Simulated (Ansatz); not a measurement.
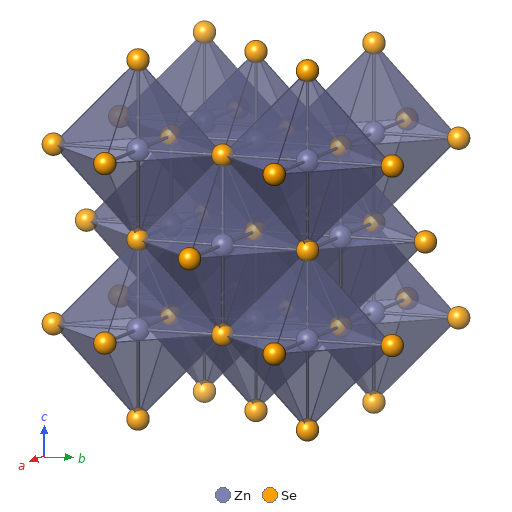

System: ZnSe, space group Fm-3m (No. 225) (cell built by us, not taken from a database). The picture shows the conventional cell.

Starting cell:
```xyz
2
Lattice="0.0000 2.6836 2.6836 2.6836 0.0000 2.6836 2.6836 2.6836 0.0000" Properties=species:S:1:pos:R:3 pbc="T T T"
Zn    0.0000    0.0000    0.0000
Se    2.6836    2.6836    2.6836
```

One of the inputs:
```
crystal:
  lattice:
    - [0.0, 2.6836173955, 2.6836173955]
    - [2.6836173955, 0.0, 2.6836173955]
    - [2.6836173955, 2.6836173955, 0.0]
  atoms:
    - { symbol: Zn, position: [0.0, 0.0, 0.0] }
    - { symbol: Se, position: [0.5, 0.5, 0.5] }
kpoints:
  mp_grid: { grid: [13, 13, 13] }
  band_path:
    path:
      - [0.0, 0.0, 0.0]
      - [0.5, 0.0, 0.5]
      - [0.625, 0.25, 0.625]
      - [0.375, 0.375, 0.75]
      - [0.0, 0.0, 0.0]
      - [0.5, 0.5, 0.5]
      - [0.5, 0.25, 0.75]
      - [0.5, 0.0, 0.5]
    npoints: 8
scf:
  occupations: { method: fermi_dirac, width: 0.08 }
hamiltonian:
  xc: pbe
  pseudopotentials: { kind: paw }
output:
  forces: true
  stress: true
  eigenvalues: true
  efg: { contact_densities: true }
  populations: true
  bader: true
  dos: { projected: true, de: 0.2, e_range: [-14, 8] }
  write_density: true
  write_potential: true
  elf: true
  volumetric_format: npy
```

Launched with:
```bash
ansatz run input.yaml --threads 1 --pin off --max-ram 2048MiB --backend cpu --events-out ev --progress --plain --runs-dir out
```

Calculation (Ansatz 0.2.0): periodic Kohn-Sham DFT of a crystal at fixed atoms, scaled to the stated factor times the given cell; pressure positive in compression. Level: PBE.

method frozen-core PAW; relativity scalar; k mesh 13×13×13; occupations Fermi–Dirac; smearing width 0.08 eV; wave cutoff 420 eV; PAW set soft_2.

V(given) is 19.33 Å³/atom.

Predict the pressure against V/V(given). The V/V(given) takes the values 0.941, 0.970, 1.000, 1.030, 1.060.

The pressure falls from 5.023 GPa at V/V(given) 0.941 to −3.532 GPa at 1.060, and changes sign near 1.001. The volume at zero pressure from a fit of the pressures is 19.3 Å³/atom. The bulk modulus from that fit is 70.7 GPa.

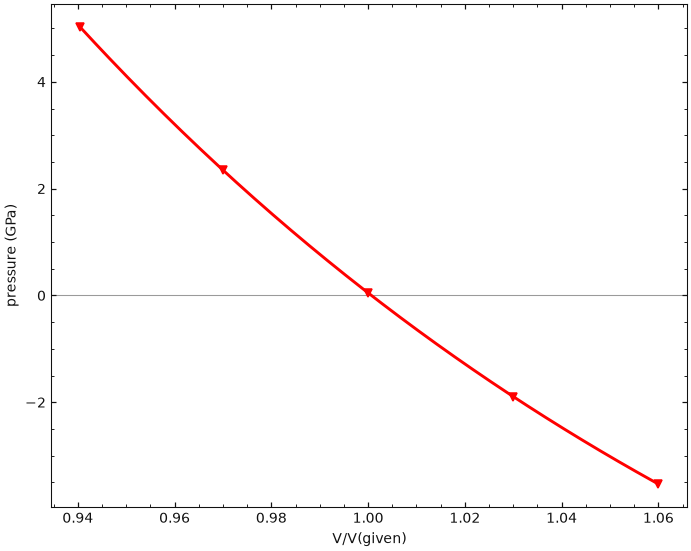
